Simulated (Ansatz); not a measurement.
Geometry relaxation, with input and output: SiO$_{2}$ (part 3 of 4)

Continued. System: SiO$_{2}$ (C2/m, 36 atoms in the cell). Method: DFT, PBE, plane-wave PAW, default files, scalar-relativistic, no spin polarisation (Ansatz 0.2.0); cutoff 420 eV, 3×3×3 k-mesh, Fermi–Dirac smearing of 0.02 eV. It belongs to a series of runs on one base structure; here: x stretched by -4 %, ions relaxed.

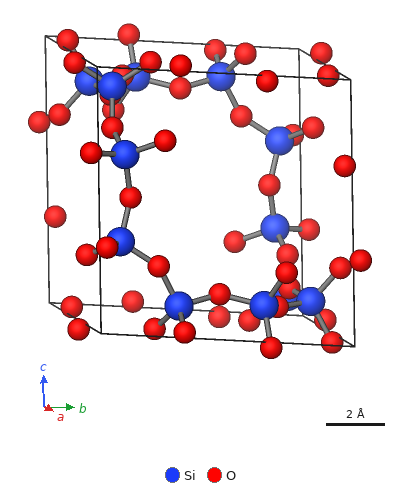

*The geometry at step 2 of the log (ball-and-stick view of the cell of the calculation, seen slightly off an axis).*

## Output, continued
```
--- Relaxed structure (7 steps of the walk, 7 accepted, 0 SCFs on fresh bases) ---
  F+E_penalty+E_count = -21288.46034026 eV   max|allowed force component| = 6.002e-3 eV/Å
  atoms:
    - { symbol: Si, position: [0.34357928889106515, 0.1020647211561338, 0.8635873026461696] }
    - { symbol: Si, position: [0.10416389242258534, 0.8572969747943651, 0.3382097114164967] }
    - { symbol: Si, position: [0.8917193911388566, 0.32228074034942034, 0.1053055432668707] }
    - { symbol: Si, position: [0.14270302520563483, 0.8958361075774145, 0.6617902885835032] }
    - { symbol: Si, position: [0.8979352788438659, 0.6564207111089347, 0.13641269735383016] }
    - { symbol: Si, position: [0.6777192596505794, 0.10828060886114305, 0.8946944567331289] }
    - { symbol: Si, position: [0.6564207111089347, 0.8979352788438659, 0.13641269735383016] }
    - { symbol: Si, position: [0.8958361075774145, 0.14270302520563483, 0.6617902885835032] }
    - { symbol: Si, position: [0.10828060886114305, 0.6777192596505794, 0.8946944567331289] }
    - { symbol: Si, position: [0.8572969747943651, 0.10416389242258534, 0.3382097114164967] }
    - { symbol: Si, position: [0.1020647211561338, 0.34357928889106515, 0.8635873026461696] }
    - { symbol: Si, position: [0.32228074034942034, 0.8917193911388566, 0.1053055432668707] }
    - { symbol: O, position: [0.29779725947789704, -0.032693531986415836, 0.7403354796834931] }
    - { symbol: O, position: [0.03269353198641589, 0.7022027405221029, 0.2596645203165068] }
    - { symbol: O, position: [0.7575752948733148, 0.2424247051266851, 0.0] }
    - { symbol: O, position: [0.7022027405221029, 0.03269353198641589, 0.2596645203165068] }
    - { symbol: O, position: [-0.032693531986415836, 0.29779725947789704, 0.7403354796834931] }
    - { symbol: O, position: [0.2424247051266851, 0.7575752948733148, 0.0] }
    - { symbol: O, position: [0.6741272051356659, 0.9554215398306778, 0.9760117846880458] }
    - { symbol: O, position: [1.0227920893160927, 1.0227920893160927, 0.6554952888637178] }
    - { symbol: O, position: [0.9554215398306778, 0.6741272051356659, 0.9760117846880458] }
    - { symbol: O, position: [-0.022792089316092834, -0.022792089316092834, 0.3445047111362821] }
    - { symbol: O, position: [0.044578460169322265, 0.32587279486433396, 0.02398821531195415] }
    - { symbol: O, position: [0.32587279486433396, 0.044578460169322265, 0.02398821531195415] }
    - { symbol: O, position: [0.23576231726666708, 0.9218723499425833, 0.24987494560216708] }
    - { symbol: O, position: [0.2418149241813222, 0.2418149241813222, 0.84081683913073] }
    - { symbol: O, position: [0.9218723499425833, 0.23576231726666708, 0.24987494560216708] }
    - { symbol: O, position: [0.07812765005741662, 0.7642376827333328, 0.7501250543978328] }
    - { symbol: O, position: [0.7642376827333328, 0.07812765005741662, 0.7501250543978328] }
    - { symbol: O, position: [0.7581850758186778, 0.7581850758186778, 0.15918316086927004] }
    - { symbol: O, position: [0.48782149467116065, 0.8431549939282967, 0.15263048233432824] }
    - { symbol: O, position: [0.1568450060717031, 0.5121785053288392, 0.8473695176656717] }
    - { symbol: O, position: [0.8287584704336052, 0.1712415295663947, 0.49999999999999994] }
    - { symbol: O, position: [0.5121785053288392, 0.1568450060717031, 0.8473695176656717] }
    - { symbol: O, position: [0.8431549939282967, 0.48782149467116065, 0.15263048233432824] }
    - { symbol: O, position: [0.1712415295663947, 0.8287584704336052, 0.49999999999999994] }
--- Löwdin populations: 36 sites ---
  site symbol       q [e]
     0     Si      2.1977
     1     Si      2.1926
     2     Si      2.1955
     3     Si      2.1926
     4     Si      2.1977
     5     Si      2.1955
     6     Si      2.1977
     7     Si      2.1926
     8     Si      2.1955
     9     Si      2.1926
    10     Si      2.1977
    11     Si      2.1955
    12      O      6.7903
    13      O      6.7903
    14      O      6.7984
    15      O      6.7903
    16      O      6.7903
    17      O      6.7984
    18      O      6.7955
    19      O      6.8102
    20      O      6.7955
    21      O      6.8102
    22      O      6.7955
    23      O      6.7955
    24      O      6.7875
    25      O      6.7884
    26      O      6.7875
    27      O      6.7875
    28      O      6.7875
    29      O      6.7884
    30      O      6.7829
    31      O      6.7829
    32      O      6.7789
    33      O      6.7829
    34      O      6.7829
    35      O      6.7789
  spilling = 0.013956 (of n_electrons = 192.000000)
```

## File v_z.tsv
```
# z_ang	v_es[eV]	v_tot_of_output_density[eV]	v_es_of_output_density[eV]
# format = ansatz-planar-average/11
# xc	pbe
# density_cutoff_ev	1680
# datasets	Si=:simpson_from_first_knot:soft	O=:simpson_from_first_knot:soft
# lattice	6.526558916	3.925115153	4.945322795
# lattice	-6.526558916	3.925115153	4.945322795
# lattice	0.000000000	-7.850230306	4.945322795
# sites	36
# site	14	1.576259055	-5.030155159	6.474571454
# site	14	-4.915367434	1.118820493	6.427290538
# site	14	3.716474903	3.938417545	6.524392427
# site	14	-4.915367434	-1.118820493	8.408677846
# site	14	1.576259055	5.030155159	8.361396930
# site	14	3.716474903	-3.938417545	8.311575958
# site	14	-1.576259055	5.030155159	8.361396930
# site	14	4.915367434	-1.118820493	8.408677846
# site	14	-3.716474903	-3.938417545	8.311575958
# site	14	4.915367434	1.118820493	6.427290538
# site	14	-1.576259055	-5.030155159	6.474571454
# site	14	-3.716474903	3.938417545	6.524392427
# site	8	2.156967622	-4.771241361	4.972221430
# site	8	-4.369591294	0.846126208	4.918424160
# site	8	3.362160675	3.925115153	4.945322795
# site	8	4.369591294	0.846126208	4.918424160
# site	8	-2.156967622	-4.771241361	4.972221430
# site	8	-3.362160675	3.925115153	4.945322795
# site	8	-1.835884048	-1.265750820	12.885337881
# site	8	0.000000000	2.883364474	13.357709861
# site	8	1.835884048	-1.265750820	12.885337881
# site	8	0.000000000	-2.883364474	1.478258523
# site	8	-1.835884048	1.265750820	1.950630504
# site	8	1.835884048	1.265750820	1.950630504
# site	8	-4.477937551	2.582273503	6.960589372
# site	8	0.000000000	-4.702302986	6.549816394
# site	8	4.477937551	2.582273503	6.960589372
# site	8	-4.477937551	-2.582273503	7.875379012
# site	8	4.477937551	-2.582273503	7.875379012
# site	8	0.000000000	4.702302986	8.286151990
# site	8	-2.319105018	4.026051546	7.336915372
# site	8	-2.319105018	-4.026051546	7.499053013
# site	8	4.291323053	0.000000000	7.417984192
# site	8	2.319105018	-4.026051546	7.499053013
# site	8	2.319105018	4.026051546	7.336915372
# site	8	-4.291323053	0.000000000	7.417984192
0.000000	-3.733452e-1	-8.477436e0	-3.733565e-1
0.144970	-2.894468e-1	-8.349714e0	-2.894580e-1
0.289939	-1.114942e-1	-8.046393e0	-1.115051e-1
0.434909	1.303243e-2	-7.762143e0	1.302210e-2
0.579879	-1.272354e-1	-7.750471e0	-1.272448e-1
0.724848	-5.804236e-1	-8.094503e0	-5.804318e-1
0.869818	-1.396265e0	-8.894313e0	-1.396272e0
1.014787	-2.284575e0	-9.809581e0	-2.284580e0
1.159757	-2.838540e0	-1.037767e1	-2.838544e0
1.304727	-2.846051e0	-1.039126e1	-2.846054e0
1.449696	-2.268217e0	-9.794669e0	-2.268220e0
1.594666	-1.210834e0	-8.719361e0	-1.210837e0
1.739636	-1.676914e-1	-7.670808e0	-1.676936e-1
1.884605	5.361381e-1	-6.944213e0	5.361360e-1
2.029575	1.062433e0	-6.367918e0	1.062431e0
2.174545	1.241162e0	-6.090430e0	1.241160e0
2.319514	1.141008e0	-6.038509e0	1.141007e0
2.464484	1.061345e0	-5.916875e0	1.061345e0
2.609453	1.002021e0	-5.745955e0	1.002022e0
2.754423	1.039055e0	-5.441850e0	1.039057e0
2.899393	1.260120e0	-4.869719e0	1.260123e0
3.044362	1.555020e0	-4.158218e0	1.555024e0
3.189332	1.737877e0	-3.545384e0	1.737882e0
3.334302	2.047583e0	-2.820623e0	2.047588e0
3.479271	2.613728e0	-1.856224e0	2.613734e0
3.624241	3.347170e0	-7.721802e-1	3.347177e0
3.769210	4.147717e0	2.751966e-1	4.147725e0
3.914180	4.779383e0	1.044906e0	4.779390e0
4.059150	4.937782e0	1.276529e0	4.937790e0
4.204119	4.820522e0	1.178197e0	4.820530e0
4.349089	4.650917e0	1.017107e0	4.650926e0
4.494059	4.488056e0	8.697169e-1	4.488066e0
4.639028	4.426791e0	8.070638e-1	4.426800e0
4.783998	4.488056e0	8.697169e-1	4.488066e0
4.928968	4.650917e0	1.017107e0	4.650926e0
5.073937	4.820522e0	1.178197e0	4.820530e0
5.218907	4.937782e0	1.276529e0	4.937790e0
5.363876	4.779383e0	1.044906e0	4.779390e0
5.508846	4.147717e0	2.751966e-1	4.147725e0
5.653816	3.347170e0	-7.721802e-1	3.347177e0
5.798785	2.613728e0	-1.856224e0	2.613734e0
5.943755	2.047583e0	-2.820623e0	2.047588e0
6.088725	1.737877e0	-3.545384e0	1.737882e0
6.233694	1.555020e0	-4.158218e0	1.555024e0
6.378664	1.260120e0	-4.869719e0	1.260123e0
6.523634	1.039055e0	-5.441850e0	1.039057e0
6.668603	1.002021e0	-5.745955e0	1.002022e0
6.813573	1.061345e0	-5.916875e0	1.061345e0
6.958542	1.141008e0	-6.038509e0	1.141007e0
7.103512	1.241162e0	-6.090430e0	1.241160e0
7.248482	1.062433e0	-6.367918e0	1.062431e0
7.393451	5.361381e-1	-6.944213e0	5.361360e-1
7.538421	-1.676914e-1	-7.670808e0	-1.676936e-1
7.683391	-1.210834e0	-8.719361e0	-1.210837e0
7.828360	-2.268217e0	-9.794669e0	-2.268220e0
7.973330	-2.846051e0	-1.039126e1	-2.846054e0
8.118299	-2.838540e0	-1.037767e1	-2.838544e0
8.263269	-2.284575e0	-9.809581e0	-2.284580e0
8.408239	-1.396265e0	-8.894313e0	-1.396272e0
8.553208	-5.804236e-1	-8.094503e0	-5.804318e-1
8.698178	-1.272354e-1	-7.750471e0	-1.272448e-1
8.843148	1.303243e-2	-7.762143e0	1.302210e-2
8.988117	-1.114942e-1	-8.046393e0	-1.115051e-1
9.133087	-2.894468e-1	-8.349714e0	-2.894580e-1
```

## Trajectory as extended XYZ (Å, eV, eV/Å), 7 frames, from step=1 to step=7
```
36
Lattice="6.5266 3.9251 4.9453 -6.5266 3.9251 4.9453 0.0000 -7.8502 4.9453" Properties=species:S:1:pos:R:3:forces:R:3 step=1 energy=-21287.42379
Si    1.4936   -5.1450    6.5028    1.7791  -0.2470  -0.8120
Si   -5.0243    1.2251    6.5028    1.7284  -0.6670  -0.4227
Si    3.5306    3.9199    6.5028    0.4451  -0.5129  -0.8920
Si   -5.0243   -1.2251    8.3332    1.7284   0.6670   0.4227
Si    1.4936    5.1450    8.3332    1.7791   0.2470   0.8120
Si    3.5306   -3.9199    8.3332    0.4451   0.5129   0.8920
Si   -1.4936    5.1450    8.3332   -1.7791   0.2470   0.8120
Si    5.0243   -1.2251    8.3332   -1.7284   0.6670   0.4227
Si   -3.5306   -3.9199    8.3332   -0.4451   0.5129   0.8920
Si    5.0243    1.2251    6.5028   -1.7284  -0.6670  -0.4227
Si   -1.4936   -5.1450    6.5028   -1.7791  -0.2470  -0.8120
Si   -3.5306    3.9199    6.5028   -0.4451  -0.5129  -0.8920
O     1.7173   -4.7519    4.9453    0.1346   0.0341   0.0584
O    -4.8093    0.8268    4.9453    0.1346  -0.0341  -0.0584
O     3.0920    3.9251    4.9453   -0.1881   0.0000   0.0000
O     4.8093    0.8268    4.9453   -0.1346  -0.0341  -0.0584
O    -1.7173   -4.7519    4.9453   -0.1346   0.0341   0.0584
O    -3.0920    3.9251    4.9453    0.1881   0.0000   0.0000
O    -1.9688   -1.1841   12.9902    0.5902  -0.5150  -0.1265
O     0.0000    2.3681   12.9902    0.0000  -0.7143  -0.6346
O     1.9688   -1.1841   12.9902   -0.5902  -0.5150  -0.1265
O     0.0000   -2.3681    1.8458    0.0000   0.7143   0.6346
O    -1.9688    1.1841    1.8458    0.5902   0.5150   0.1265
O     1.9688    1.1841    1.8458   -0.5902   0.5150   0.1265
O    -4.1868    2.5180    6.9083    0.2124   0.1215   0.1583
O     0.0000   -5.0360    6.9083    0.0000   0.2435   1.0021
O     4.1868    2.5180    6.9083   -0.2124   0.1215   0.1583
O    -4.1868   -2.5180    7.9276    0.2124  -0.1215  -0.1583
O     4.1868   -2.5180    7.9276   -0.2124  -0.1215  -0.1583
O     0.0000    5.0360    7.9276    0.0000  -0.2435  -1.0021
O    -2.2645    4.0856    7.4180    0.9813  -0.1229   0.5998
O    -2.2645   -4.0856    7.4180    0.9813   0.1229  -0.5998
O     4.5290    0.0000    7.4180   -0.3553   0.0000   0.0000
O     2.2645   -4.0856    7.4180   -0.9813   0.1229  -0.5998
O     2.2645    4.0856    7.4180   -0.9813  -0.1229   0.5998
O    -4.5290    0.0000    7.4180    0.3553   0.0000   0.0000
36
Lattice="6.5266 3.9251 4.9453 -6.5266 3.9251 4.9453 0.0000 -7.8502 4.9453" Properties=species:S:1:pos:R:3:forces:R:3 step=2 energy=-21287.73754
Si    1.5067   -5.1446    6.4852    1.0265  -0.2208  -0.5070
Si   -5.0024    1.2176    6.5071    0.8277  -0.3669  -0.2774
Si    3.5198    3.9159    6.4974    0.3131  -0.2638  -0.5665
Si   -5.0024   -1.2176    8.3289    0.8277   0.3669   0.2774
Si    1.5067    5.1446    8.3508    1.0265   0.2208   0.5070
Si    3.5198   -3.9159    8.3386    0.3131   0.2638   0.5665
Si   -1.5067    5.1446    8.3508   -1.0265   0.2208   0.5070
Si    5.0024   -1.2176    8.3289   -0.8277   0.3669   0.2774
Si   -3.5198   -3.9159    8.3386   -0.3131   0.2638   0.5665
Si    5.0024    1.2176    6.5071   -0.8277  -0.3669  -0.2774
Si   -1.5067   -5.1446    6.4852   -1.0265  -0.2208  -0.5070
Si   -3.5198    3.9159    6.4974   -0.3131  -0.2638  -0.5665
O     1.7413   -4.7441    4.9362    0.1496   0.0617   0.0267
O    -4.7852    0.8190    4.9544    0.1496  -0.0617  -0.0267
O     3.0700    3.9251    4.9453   -0.2043   0.0000   0.0000
O     4.7852    0.8190    4.9544   -0.1496  -0.0617  -0.0267
O    -1.7413   -4.7441    4.9362   -0.1496   0.0617   0.0267
O    -3.0700    3.9251    4.9453    0.2043   0.0000   0.0000
O    -1.9733   -1.1848   13.0016    0.3890  -0.2791  -0.0700
O     0.0000    2.3772   12.9835    0.0000  -0.3576  -0.3764
O     1.9733   -1.1848   13.0016   -0.3890  -0.2791  -0.0700
O     0.0000   -2.3772    1.8524    0.0000   0.3576   0.3764
O    -1.9733    1.1848    1.8344    0.3890   0.2791   0.0700
O     1.9733    1.1848    1.8344   -0.3890   0.2791   0.0700
O    -4.1699    2.5149    6.9093    0.1257   0.0878   0.1379
O     0.0000   -5.0352    6.8926    0.0000   0.1323   0.6128
O     4.1699    2.5149    6.9093   -0.1257   0.0878   0.1379
O    -4.1699   -2.5149    7.9266    0.1257  -0.0878  -0.1379
O     4.1699   -2.5149    7.9266   -0.1257  -0.0878  -0.1379
O     0.0000    5.0352    7.9434    0.0000  -0.1323  -0.6128
O    -2.2558    4.0803    7.4287    0.6215  -0.1903   0.3366
O    -2.2558   -4.0803    7.4073    0.6215   0.1903  -0.3366
O     4.4939    0.0000    7.4180   -0.3559   0.0000   0.0000
O     2.2558   -4.0803    7.4073   -0.6215   0.1903  -0.3366
O     2.2558    4.0803    7.4287   -0.6215  -0.1903   0.3366
O    -4.4939    0.0000    7.4180    0.3559   0.0000   0.0000
36
Lattice="6.5266 3.9251 4.9453 -6.5266 3.9251 4.9453 0.0000 -7.8502 4.9453" Properties=species:S:1:pos:R:3:forces:R:3 step=3 energy=-21288.05706
Si    1.5478   -5.1094    6.4511   -0.2383   0.0623   0.1098
Si   -4.9386    1.1551    6.4977   -0.1779   0.1229   0.0842
Si    3.5212    3.9124    6.4772   -0.0922  -0.0864   0.0896
Si   -4.9386   -1.1551    8.3382   -0.1779  -0.1229  -0.0842
Si    1.5478    5.1094    8.3849   -0.2383  -0.0623  -0.1098
Si    3.5212   -3.9124    8.3588   -0.0922   0.0864  -0.0896
Si   -1.5478    5.1094    8.3849    0.2383  -0.0623  -0.1098
Si    4.9386   -1.1551    8.3382    0.1779  -0.1229  -0.0842
Si   -3.5212   -3.9124    8.3588    0.0922   0.0864  -0.0896
Si    4.9386    1.1551    6.4977    0.1779   0.1229   0.0842
Si   -1.5478   -5.1094    6.4511    0.2383   0.0623   0.1098
Si   -3.5212    3.9124    6.4772    0.0922  -0.0864   0.0896
O     1.8795   -4.6764    4.9297   -0.0464  -0.0320   0.0074
O    -4.6470    0.7513    4.9609   -0.0464   0.0320  -0.0074
O     2.9976    3.9251    4.9453    0.1003   0.0000   0.0000
O     4.6470    0.7513    4.9609    0.0464   0.0320  -0.0074
O    -1.8795   -4.6764    4.9297    0.0464  -0.0320   0.0074
O    -2.9976    3.9251    4.9453   -0.1003   0.0000   0.0000
O    -1.9674   -1.2026   13.0420   -0.1471   0.0100  -0.0216
O     0.0000    2.5643   12.9999    0.0000   0.1967   0.1147
O     1.9674   -1.2026   13.0420    0.1471   0.0100  -0.0216
O     0.0000   -2.5643    1.8361    0.0000  -0.1967  -0.1147
O    -1.9674    1.2026    1.7940   -0.1471  -0.0100   0.0216
O     1.9674    1.2026    1.7940    0.1471  -0.0100   0.0216
O    -4.2155    2.5294    6.8946   -0.1647   0.0845  -0.0925
O     0.0000   -5.0111    6.8288    0.0000   0.0415  -0.3020
O     4.2155    2.5294    6.8946    0.1647   0.0845  -0.0925
O    -4.2155   -2.5294    7.9414   -0.1647  -0.0845   0.0925
O     4.2155   -2.5294    7.9414    0.1647  -0.0845   0.0925
O     0.0000    5.0111    8.0072    0.0000  -0.0415   0.3020
O    -2.2389    4.0203    7.4334   -0.0968   0.1332  -0.0546
O    -2.2389   -4.0203    7.4026   -0.0968  -0.1332   0.0546
O     4.2939    0.0000    7.4180    0.1469   0.0000   0.0000
O     2.2389   -4.0203    7.4026    0.0968  -0.1332   0.0546
O     2.2389    4.0203    7.4334    0.0968   0.1332  -0.0546
O    -4.2939    0.0000    7.4180   -0.1469   0.0000   0.0000
```
